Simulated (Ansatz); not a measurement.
```
Ti O
1.0
     4.54535    0.00000    0.00000
     0.00000    5.51962    0.00000
     0.00000    0.00000    4.90920
Ti O
4 8
Direct
  0.50000 0.67299 0.75000
  0.00000 0.82701 0.25000
  0.50000 0.32701 0.25000
  0.00000 0.17299 0.75000
  0.72855 0.61828 0.08135
  0.22855 0.88172 0.91865
  0.77145 0.88172 0.58135
  0.27145 0.61828 0.41865
  0.72855 0.38172 0.58135
  0.22855 0.11828 0.41865
  0.77145 0.11828 0.08135
  0.27145 0.38172 0.91865
```

Space group Pbcn; a structure from a database of computed crystals, not necessarily the ambient phase; computed pressure about 4 GPa in this cell; computed without spin polarisation.

The calculation used DFT, PBE, plane-wave PAW, default files, scalar-relativistic, frozen cores (Ansatz).

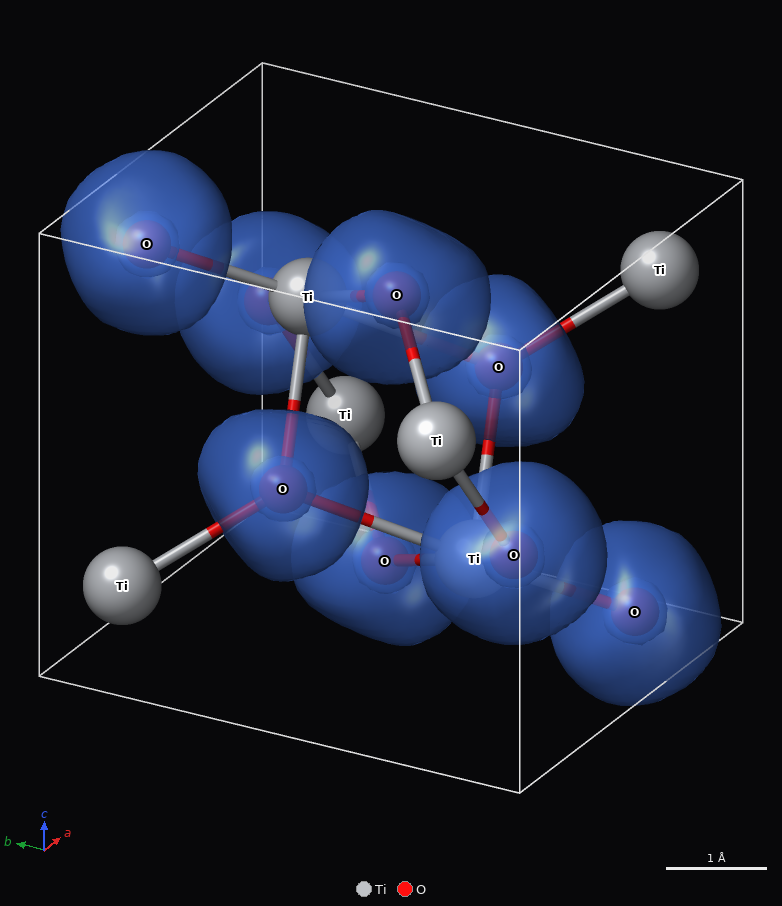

TiO₂. Isosurface of the electron localisation function at 0.65 (blue), seen at an oblique angle. Core shells and regions of very low density are left out. Sticks mark near contacts.

Q: Identify the bonds, lone pairs and shells in this picture.

A: The surface consists of eight regions wrapped around O (the valence shell of each), counted in one cell of 12 atoms. Any copies at cell faces, edges or corners count once.

Values along the shortest contacts:
Ti–O (1.88 Å): the ELF peaks at about 0.80 in the valence shell of O, 0.6 Å from its nucleus, and is about 0.25 at the midpoint (no shared electron pair shows on this line). Ti–O (1.95 Å): the ELF peaks at about 0.85 in the valence shell of O, 0.6 Å from its nucleus, and is about 0.20 at the midpoint; no shared electron pair shows on this line.

Q: Metal or insulator at this level of theory?

A: It is gapped, with a Kohn–Sham gap of 2.6 eV on the k-point mesh (the band edges may lie off the mesh, which would make the gap smaller).
